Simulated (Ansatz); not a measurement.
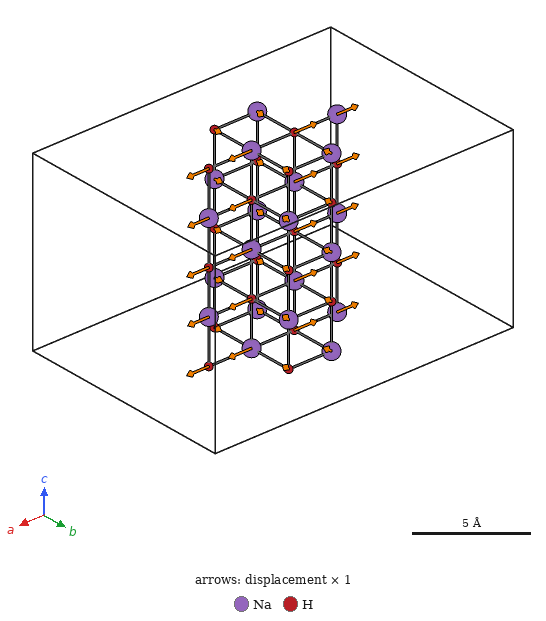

A relaxation of a wire of composition NaH. The starting structure is drawn; orange arrows show the displacements (the part carried along by the change of the cell is left out), at their true length.

The picture is a ball-and-stick view of the 2 repeat of the cell, with the vacuum cut short, seen from a free direction.

Case: wire along [0 0 1], 16 atoms a period.

These are results of Ansatz 0.2.0, DFT PBE, scalar-relativistic, plane waves, PAW, not measurements. Set-up: plane-wave cutoff 420 eV; k-point mesh 1 × 1 × 7; occupations gaussian; smearing width 0.05 eV; no spin polarisation; cell relaxed at fixed a, b, alpha, beta, gamma; force threshold 0.02 eV/Å; at most 45 steps.

**Describe the change and its energy.**

Over 10 accepted moves (12 points after the start) the energy falls by 0.978 eV per cell of the calculation. The largest force component goes from 0.32 to 0.002 eV/Å. The line search rejected the trial step at point 10 of the run. At 1 point the geometry stayed and the basis and grid were re-selected for the new cell (energy shift of 5.8 meV per cell of the calculation at most each time). The largest moves relative to the layer's centre, 1.35 Å, are those of Na atoms. By element the largest moves are Na 1.35 Å, H 1.32 Å. Along the periodic axis the drawn cell goes c 9.664 → 8.881 Å (−8.1 %). Near-neighbour distances that change, for instance: H–Na 2.416 → 5.086 Å, Na–Na 3.417 → 3.183 Å, H–Na 2.416 → 2.221 Å, Na–Na 3.417 → 3.243 Å. Among the angles between lasting bonds that change: Na–H–Na 180.0° → 107.4°, H–Na–H 180.0° → 109.4°, H–Na–H 90.0° → 127.3°.
